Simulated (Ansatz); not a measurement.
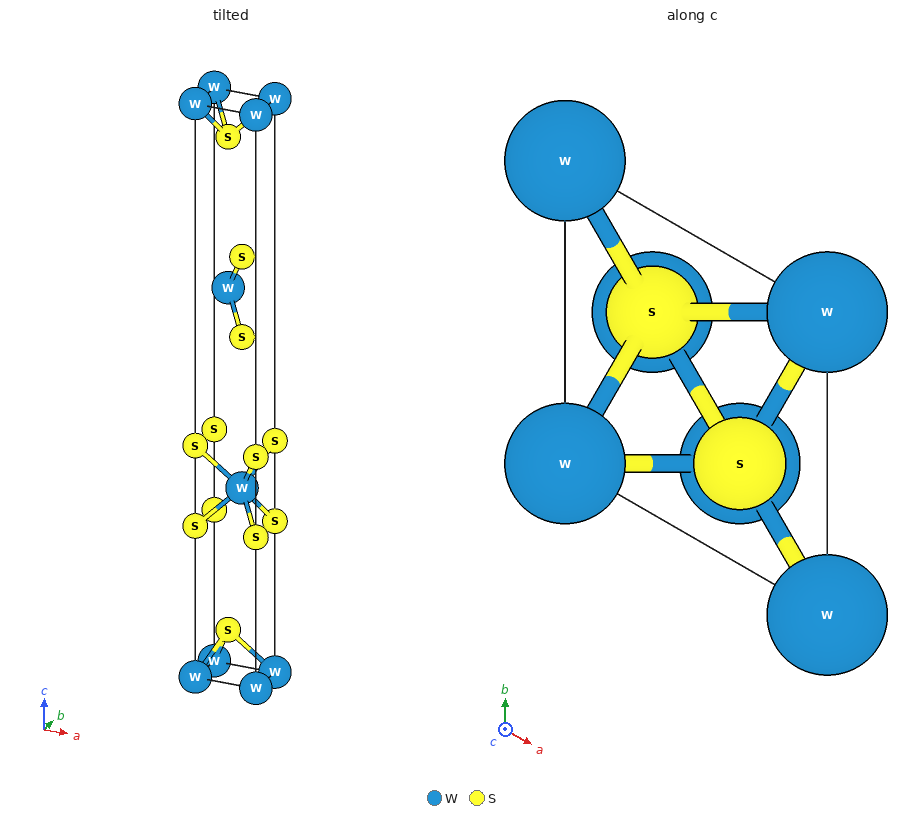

View slightly off an axis and along the c axis, drawn as a ball-and-stick model. The parallelepiped is the conventional unit cell.

WS2, space group R3m (No. 160), a = 3.19 Å, b = 3.19 Å, c = 22.42 Å, α = 90.00°, β = 90.00°, γ = 120.00°.

Level of theory and settings: DFT PBE, scalar-relativistic, plane waves, PAW (Ansatz), an energy cutoff of 420 eV, k-points about 0.35 Å⁻¹ apart, Gaussian smearing of 0.01 eV, no spin polarisation.

Metal or not?

Answer. A semiconductor at this level, with a gap of 2.06 eV on the k-mesh (the true edges may lie between mesh points, so the gap can be somewhat smaller).

What pressure does the calculation give for this cell?

Answer. The computed pressure is 0.0 GPa, close to zero.

Starting structure: a structure listed in the Materials Project. Earlier steps of the study, as a rule a relaxation of our own, may have changed the cell and positions, so they can lie some per cent off the listed ones. Ansatz was used for an electronic-structure calculation on it.
